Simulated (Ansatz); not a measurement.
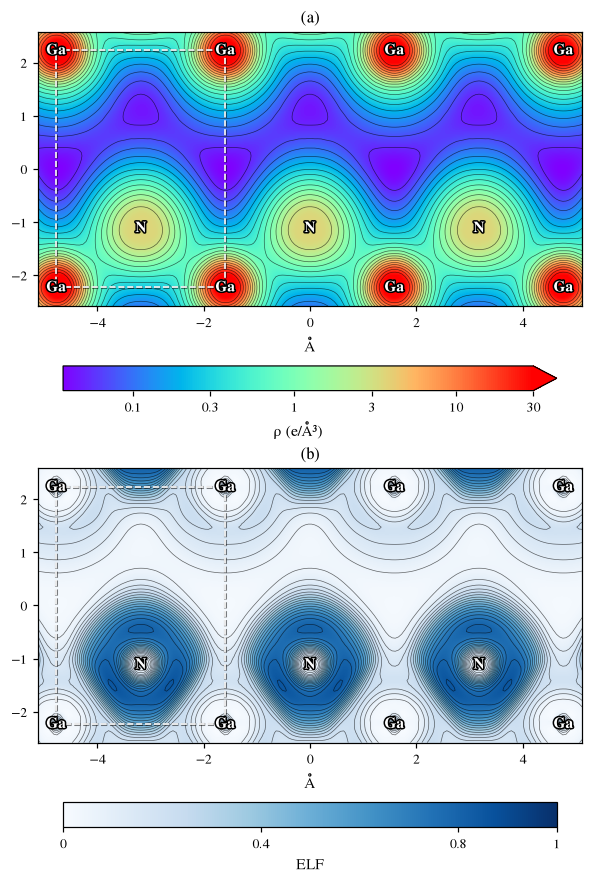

GaN. (a) valence electron density; (b) electron localisation function on the (100) plane of the conventional cell.

Space group I-4m2; a structure from a database of computed crystals, not necessarily the ambient phase; started from the database structure prototype, which need not be the ambient phase; changed on purpose from its base cell (uniaxial x strain -0.9%).

The calculation used Ansatz, DFT, r2SCAN, plane waves, PAW.

Core electrons are frozen (PAW), and the valence fields are smoothed inside the atomic spheres.

The calculation's input:

```
crystal:
  lattice:
    - [0.0, 2.248952624, 2.248952624]
    - [2.2296116314, 0.0, 2.248952624]
    - [2.2296116314, 2.248952624, 0.0]
  atoms:
    - { symbol: Ga, position: [0.0, 0.0, 0.0] }
    - { symbol: "N", position: [0.75, 0.75, 0.75] }
kpoints:
  mp_grid: { grid: [10, 10, 10] }
  band_path:
    path:
      - [0.0, 0.0, 0.0]
      - [-0.5, -0.5, 0.0]
      - [-0.375, -0.375, 0.25]
      - [-0.375, 0.0, 0.375]
      - [0.0, 0.0, 0.5]
      - [-0.5, -0.25, 0.25]
    npoints: 1
hamiltonian:
  xc: r2scan
scf:
  occupations: { method: fixed }
  n_extra_bands: 4
output:
  forces: true
  stress: true
  eigenvalues: true
  write_density: true
  write_potential: true
  elf: true
  volumetric_format: npy
```

Run with:

```sh
ansatz run input.yaml --threads 4 --pin off --max-ram 4608MiB --backend cpu --events-out ev --progress --plain --runs-dir out
```

Below, planes, directions and counts refer to the conventional cell (a = 3.18 Å, b = 3.18 Å, c = 4.46 Å, α = 90.00°, β = 90.00°, γ = 90.00°).

Question: What does the map show?

Answer: The plane passes through Ga and N nuclei. Ga–N (1.94 Å): ρ is about 0.75 e/Å³ halfway; the ELF peaks at about 0.85 in the valence shell of N, 0.7 Å from its nucleus, and is about 0.50 at the midpoint. Between the atoms the lowest density in this plane is 0.04 e/Å³.

Question: Does the calculation give a band gap?

Answer: It is gapped, with a Kohn–Sham gap of 2.2 eV on the k-point mesh (the band edges may lie off the mesh, which would make the gap smaller).
